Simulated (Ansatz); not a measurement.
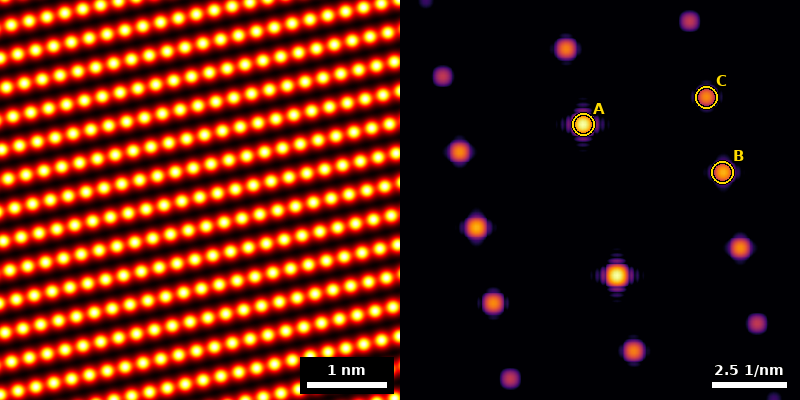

iDPC-like image of a crystal. Simulated as the projected potential of neutral atoms (B = 0.3 Å²) blurred by a 1.13 Å probe, the thin-sample limit of integrated differential phase contrast. The display is stretched by a gamma of 0.8; percentages refer to the linear signal.

The right panel is the modulus of the image's Fourier transform on a logarithmic scale.

> Which lattice spacings do the marked spots stand for, and what angle do A and B enclose?

A: 3.8 Å, B: 2.3 Å, C: 2.0 Å; A and B enclose about 90°.

The crystal is K (P6_3/mmc, No. 194) along [210]; the spots are (0 0 -2), (1 -2 0) and (1 -2 -2). Structure used: the geometry relaxed at fixed volume with DFT PBE, spin-orbit coupling, plane waves, PAW (Ansatz 0.2.0); the starting structure was generated, so it need not be a known form of this composition.
